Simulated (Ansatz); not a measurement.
## Band-structure calculation of Ge₂Si (part 1 of 2)

- system: Ge₂Si (P-3m1, 6 atoms in the cell)
- method: DFT HSE06, scalar-relativistic, plane waves, PAW, no spin polarisation (Ansatz 0.2.0)

The structure was made by a generator, so it may or may not be a known phase. Figures and captions count atoms from 1; the log counts them from 0 in places.

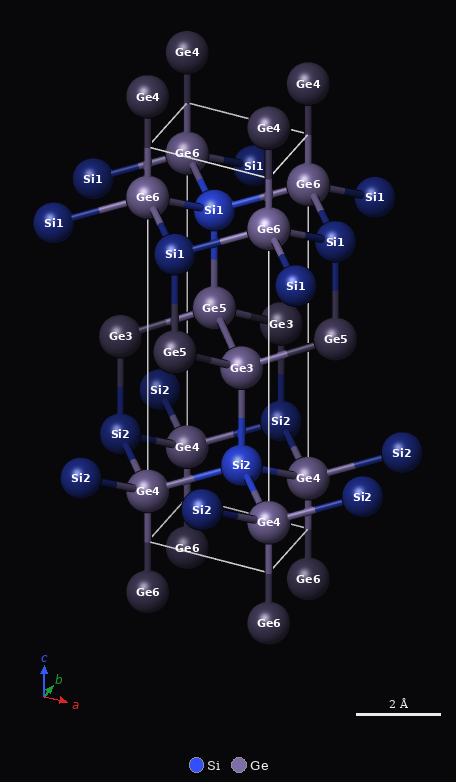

Fig. 1: The structure (ball-and-stick view of the cell of the calculation, seen slightly off an axis; neighbours outside the cell are drawn fainter; atoms are numbered from 1 in the order of the input). An atom can appear more than once, as a periodic image. Near neighbours in the periodic cell (some may lie outside the picture): Si has 4 Ge at 2.42 to 2.44 Å; Ge has 3 Ge at 2.46 Å and 1 Si at 2.42 Å; Ge has 1 Ge at 2.50 Å and 3 Si at 2.44 Å.

**Input file**
```yaml
crystal:
  lattice:
    - [3.9955312957, -2.89e-08, 0.0]
    - [-1.9977656229, 3.4602316181, 0.0]
    - [0.0, 0.0, 9.7871257]
  atoms:
    - { symbol: Si, position: [0.3333333333, 0.6666666667, 0.791495] }
    - { symbol: Si, position: [0.6666666667, 0.3333333333, 0.208505] }
    - { symbol: Ge, position: [0.6666666667, 0.3333333333, 0.455877] }
    - { symbol: Ge, position: [0.0, 0.0, 0.127624] }
    - { symbol: Ge, position: [0.3333333333, 0.6666666667, 0.544123] }
    - { symbol: Ge, position: [0.0, 0.0, 0.872376] }
basis:
  ecutwfc: 420
kpoints:
  mp_grid: { grid: [6, 6, 2] }
  band_path:
    path:
      - [[0.0, 0.0, 0.0], [0.5, 0.0, 0.0], [0.33333333, 0.33333333, 0.0], [0.0, 0.0, 0.0], [0.0, 0.0, 0.5], [0.5, 0.0, 0.5], [0.33333333, 0.33333333, 0.5], [0.0, 0.0, 0.5]]
      - [[0.5, 0.0, 0.5], [0.5, 0.0, 0.0]]
      - [[0.33333333, 0.33333333, 0.5], [0.33333333, 0.33333333, 0.0]]
    npoints: 4
hamiltonian:
  xc: hse06
scf:
  occupations: { method: gaussian, width: 0.02 }
output:
  forces: true
  stress: true
  eigenvalues: true
  populations: true
  dos: { projected: true, de: 0.02 }
  bader: false
  write_density: true
  write_potential: true
  elf: true
  volumetric_format: npy
```

Launched with:
```bash
ansatz run input.yaml --threads 4 --pin off --max-ram 8192MiB --backend cpu --events-out ev --progress --plain --runs-dir out
```

**The program's output**
```
Warning: output.stress: scf.convergence.dr2_threshold = 1e-7 eV (the SCF's general default) is looser than the 6e-10 eV advised for a printed stress (1e-10 eV for each atom of the cell: 6). What an SCF threshold leaves in a stress goes as its square root, and in the free energy as the threshold itself, and one threshold admits the most on a small cell: of the crystals measured, under no hybrid functional and no lock of the moments, on runs that ended without the residual-converged pass, on stresses that held no estimate of that error, the worst erred by over 100 MPa in a component at 1e-7 eV an atom and by under 5 at 1e-10. Set scf.convergence.dr2_threshold to 6e-10 eV or tighter. The threshold is an SCF's pass mark: one that does not reach it within its budget of iterations ends unconverged, or closes short of it on a stop that the run arms, and scf.convergence.dr2_threshold's page says what that costs each kind of run
Warning: output.stress: scf.exx.energy_threshold = 1e-6 eV is looser than the 6e-8 eV advised for a stress under a hybrid functional (1e-8 eV for each atom of the cell: 6). Every SCF of the exchange loop can meet its threshold on dr2 while the loop round them stops early: no threshold on dr2 bounds what that leaves in the stress. Set scf.exx.energy_threshold to 6e-8 eV or tighter. The threshold is the loop's pass mark: a loop that does not reach it within its budget of cycles ends unconverged, and scf.exx.energy_threshold's page has the law
Engine: ansatz 0.2.0, aarch64-unknown-linux-gnu
Pseudopotentials: kind: paw
Pseudopotential: Si, paw, valence charge 4, recommended cutoff 420 eV (normal), Si.paw.azcp
Pseudopotential: Ge, paw, valence charge 14, recommended cutoff 420 eV (normal), Ge.paw.azcp
Functional definition: HSE06
  parameter a = 0.25
  parameter omega = 0.11/bohr
  exchange = pbe_x - a*pbe_x_sr(omega) + a*exact_x_sr(omega)
  correlation = pbe_c
Crystal: 6 atoms, lattice volume = 135.312 Å³
Basis set: ecut = 420 eV, 2649 PW (Γ), exchange–correlation on 54×54×144 points (8 copies of the dense FFT grid, shifted against one another)
Bands: 39, of which v1, the nominal top of the filled ones, is band 32 counted from 1 (31 counted from 0)
Symmetry: 12 space group operations
Space group: P-3m1 (ITA 164), of the structure as read, at distance tolerance 5.1e-5 Å
k-points: 14 of 72
Non-local potential: Si, projectors of the file, l = 0: 2, l = 1: 2, l = 2: 2
Non-local potential: Ge, projectors of the file, l = 0: 2, l = 1: 2, l = 2: 3, l = 3: 1
PAW form: soft (Blöchl's): semilocal exchange-correlation on the pseudo side does not see the compensation charge
PAW frozen core: Si, regenerated for the run's functional, and the local potential with it (the file was generated under x = pbe(κ = 0.804, μ = 0.2195149727645171), c = pbe(β = 0.06672455060314922))
PAW frozen core: Ge, regenerated for the run's functional, and the local potential with it (the file was generated under x = pbe(κ = 0.804, μ = 0.2195149727645171), c = pbe(β = 0.06672455060314922))
PAW one-centre angular grid: Si, 110 points (default); XC on 64 Gauss nodes
PAW one-centre angular grid: Ge, 590 points (default); XC on 64 Gauss nodes
Initial density: superposition of atomic densities (neutral atoms: chi_scale 0, normalization atom), corrected by the library's trained network
Initial wavefunctions: pseudopotential atomic-orbital guess
Functional: x = pbe(κ = 0.804, μ = 0.2195149727645171), c = pbe(β = 0.06672455060314922), warm-up for x = pbe(κ = 0.804, μ = 0.2195149727645171) + 0.25 (exact − pbe) at short range (hse, ω = 0.20786987370883472 Å⁻¹), c = pbe(β = 0.06672455060314922); HSE06 as pw.x's `hse` composes it (authors' and Libxc's form: `xc: wpbeh`)
SCF iter   1: F=—  HF=-18451.377614 eV  |F-HF|=—  |Δ(HF+E_count)|=         —  Δρ=1.38e-3  dr2=1.21e-2  ethr=1.77e-3  ⟨swp⟩=7.4  Hψ=2206  notcnv=0
preconditioner: auto → none  [insulator: Δε(μ)=0.476 eV  Ē_g=20.129 eV  σ=0.020 eV  W_gap=1.00  n_scr=36 (ndim 8)  ℏωp=25.5 eV  f_vac=0.027  D(μ)=0.00/eV (n_scr^D=0)]
SCF iter   2: F=—  HF=-18451.381183 eV  |F-HF|=—  |Δ(HF+E_count)|=   3.57e-3  Δρ=1.36e-3  dr2=2.59e-2  ethr=1.89e-5  ⟨swp⟩=6.6  Hψ=1644  notcnv=0  defer=11
iter 3 solved again at ethr=8.45e-7 eV; its pass at ethr=1.89e-5 eV (dr2=5.41e-4 eV) is discarded
SCF iter   3: F=—  HF=-18451.376650 eV  |F-HF|=—  |Δ(HF+E_count)|=   4.53e-3  Δρ=4.22e-4  dr2=5.49e-4  ethr=8.45e-7  ⟨swp⟩=2.3  Hψ=2424  notcnv=0
SCF iter   4: F=-18451.376680 eV  HF=-18451.376680 eV  |F-HF|=7.34e-7  |Δ(HF+E_count)|=   3.02e-5  Δρ=1.05e-4  dr2=1.54e-5  ethr=8.45e-7  ⟨swp⟩=3.0  Hψ=1079  notcnv=0
SCF 1 stopped early in 4 iterations: F = -18451.376680 eV  dr2 = 1.54e-5
  greatest PAW one-centre occupation: 0.998 electrons in one spin orbital (limit 2), on the Ge atom at site 4 (counted from 0), in its partial waves of l = 2
Initial density: handed on by an earlier stage of this run
Initial wavefunctions: those handed on with the density
Functional: x = pbe(κ = 0.804, μ = 0.2195149727645171) + 0.25 (exact − pbe) at short range (hse, ω = 0.20786987370883472 Å⁻¹), c = pbe(β = 0.06672455060314922); HSE06 as pw.x's `hse` composes it (authors' and Libxc's form: `xc: wpbeh`)
Exchange kernel: α = 0.2500, screened, ω = 0.2079 Å⁻¹, Wigner–Seitz truncation, v(0) = 1046.1060 eV·Å³, q-mesh 6×6×2, nearest image of the exchange supercell L = 19.57 Å, pair-density grid 20×20×45, without the augmentation charges, whose exchange is taken in its separable form by FFT convolution over the k-point mesh (sized by the pseudopotential files, 24×24×72 at the most), smooth part of the exact exchange by density-matrix convolution
Frozen-core exchange: fock
SCF iter   1: F=—  HF=-18455.866617 eV  |F-HF|=—  |Δ(HF+E_count)|=         —  Δρ=1.01e-2  dr2=5.05e-2  ethr=2.41e-7  ⟨swp⟩=9.1  Hψ=3010  notcnv=0
preconditioner: auto → none  [insulator: Δε(μ)=1.028 eV  Ē_g=9.414 eV  σ=0.020 eV  W_gap=1.00  n_scr=36 (ndim 8)  ℏωp=15.6 eV  f_vac=0.023  D(μ)=0.00/eV (n_scr^D=0)]
SCF iter   2: F=—  HF=-18455.827428 eV  |F-HF|=—  |Δ(HF+E_count)|=   3.92e-2  Δρ=2.87e-3  dr2=6.72e-3  ethr=2.41e-7  ⟨swp⟩=5.0  Hψ=2143  notcnv=0
SCF iter   3: F=—  HF=-18455.847892 eV  |F-HF|=—  |Δ(HF+E_count)|=   2.05e-2  Δρ=2.39e-3  dr2=2.41e-3  ethr=2.41e-7  ⟨swp⟩=5.0  Hψ=2146  notcnv=0
SCF iter   4: F=—  HF=-18455.847393 eV  |F-HF|=—  |Δ(HF+E_count)|=   4.99e-4  Δρ=8.72e-4  dr2=4.37e-4  ethr=2.41e-7  ⟨swp⟩=3.2  Hψ=1446  notcnv=0
SCF iter   5: F=—  HF=-18455.847410 eV  |F-HF|=—  |Δ(HF+E_count)|=   1.72e-5  Δρ=1.40e-4  dr2=3.72e-4  ethr=2.41e-7  ⟨swp⟩=3.9  Hψ=1147  notcnv=0
SCF iter   6: F=—  HF=-18455.847353 eV  |F-HF|=—  |Δ(HF+E_count)|=   5.69e-5  Δρ=3.91e-5  dr2=5.72e-5  ethr=2.41e-7  ⟨swp⟩=3.8  Hψ=1096  notcnv=0
SCF iter   7: F=—  HF=-18455.847781 eV  |F-HF|=—  |Δ(HF+E_count)|=   4.28e-4  Δρ=1.23e-4  dr2=1.78e-5  ethr=2.37e-8  ⟨swp⟩=4.6  Hψ=1834  notcnv=0
SCF iter   8: F=-18455.847772 eV  HF=-18455.847773 eV  |F-HF|=8.86e-7  |Δ(HF+E_count)|=   7.25e-6  Δρ=2.78e-5  dr2=1.89e-6  ethr=2.37e-8  ⟨swp⟩=3.0  Hψ=1390  notcnv=0
SCF 2 stopped early in 8 iterations: F = -18455.847772 eV  dr2 = 1.89e-6
  Residual-converged pass: ⟨swp⟩=4.0  Hψ=1495  notcnv=0  max |occ|·‖R‖ = 6.6e-6 eV (tolerance 6.7e-6 eV)  dr2=1.85e-6  dr2_onsite=1.02e-7  max |Δocc| = 0.0e0
hybrid outer 1: dexx = +2.524e-2 eV, tail = 1.18e-4 eV
Exchange kernel: α = 0.2500, screened, ω = 0.2079 Å⁻¹, Wigner–Seitz truncation, v(0) = 1046.1060 eV·Å³, q-mesh 6×6×2, nearest image of the exchange supercell L = 19.57 Å, pair-density grid 20×20×45, without the augmentation charges, whose exchange is taken in its separable form by FFT convolution over the k-point mesh (sized by the pseudopotential files, 24×24×72 at the most), smooth part of the exact exchange by density-matrix convolution
Frozen-core exchange: fock
SCF iter   1: F=—  HF=-18455.848648 eV  |F-HF|=—  |Δ(HF+E_count)|=         —  Δρ=7.80e-5  dr2=5.91e-6  ethr=9.19e-7  ⟨swp⟩=4.8  Hψ=1250  notcnv=0
preconditioner: auto → none  [insulator: Δε(μ)=1.087 eV  Ē_g=9.428 eV  σ=0.020 eV  W_gap=1.00  n_scr=36 (ndim 8)  ℏωp=15.6 eV  f_vac=0.023  D(μ)=0.00/eV (n_scr^D=0)]
SCF iter   2: F=—  HF=-18455.848649 eV  |F-HF|=—  |Δ(HF+E_count)|=   9.13e-7  Δρ=9.61e-6  dr2=3.49e-7  ethr=6.75e-9  ⟨swp⟩=4.0  Hψ=1711  notcnv=0
SCF iter   3: F=—  HF=-18455.848650 eV  |F-HF|=—  |Δ(HF+E_count)|=   1.68e-6  Δρ=7.53e-6  dr2=8.46e-8  ethr=1.28e-10  ⟨swp⟩=4.8  Hψ=1812  notcnv=0
SCF iter   4: F=—  HF=-18455.848650 eV  |F-HF|=—  |Δ(HF+E_count)|=   1.48e-8  Δρ=1.44e-6  dr2=7.44e-9  ethr=9.36e-11  ⟨swp⟩=3.0  Hψ=1272  notcnv=0
SCF iter   5: F=-18455.848650 eV  HF=-18455.848650 eV  |F-HF|=6.18e-9  |Δ(HF+E_count)|=   6.32e-8  Δρ=1.79e-6  dr2=2.50e-9  ethr=1.56e-12  ⟨swp⟩=5.2  Hψ=1912  notcnv=0
SCF 3 converged in 5 iterations: F = -18455.848650 eV  dr2 = 2.50e-9
  Residual-converged pass: ⟨swp⟩=2.0  Hψ=835  notcnv=0  max |occ|·‖R‖ = 7.5e-7 eV (tolerance 7.7e-7 eV)  dr2=2.50e-9  dr2_onsite=5.46e-9  max |Δocc| = 0.0e0
```

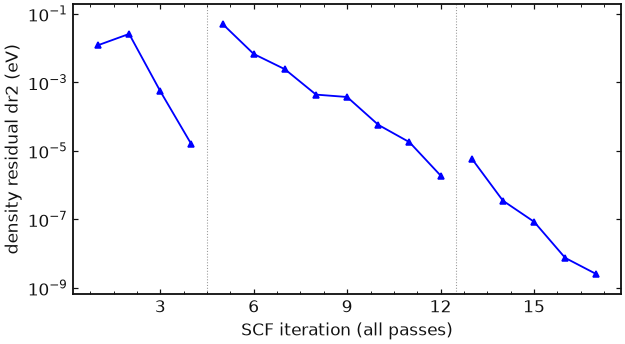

Fig. 2: Convergence of the self-consistent field: density residual dr2 against the SCF iteration. The run starts with a semilocal functional; after that each stretch between dotted lines is one SCF of the hybrid functional between two exact rebuilds of the exchange operator by the outer loop. Early passes are stopped at a loose threshold. The passes take 4, 8 and 5 iterations.

```
hybrid outer 2: dexx = +2.462e-6 eV, tail = 6.09e-8 eV, Δε = 3.32e-3 eV (about 1.12e-4 eV left of the loop's levels), ΔF = 5.32e-3 eV/Å (tail 7.17e-4)
NSCF: frozen V_eff on 39 k-points
hybrid SCF converged: 2 outer / 13 inner (+4 warm-up), last move |dexx| = 2.46e-6 eV, tail = 6.09e-8 eV
Stability not checked: this state was not tested for a lower state beside it, because the functional holds exact exchange (a hybrid, or Hartree-Fock), whose exchange loop this test does not read (fock_operator; see scf.lower_state_search)
Free energy (F): -18455.848651 eV
Frozen-core exchange: fock
Harris-Foulkes:  -18455.848651 eV  (|F-HF|=6.18e-9)
Internal energy: -18455.848651 eV  (E = F + TS)
E sigma→0 (E₀):  -18455.848651 eV
Fermi energy:    7.679583 eV
```
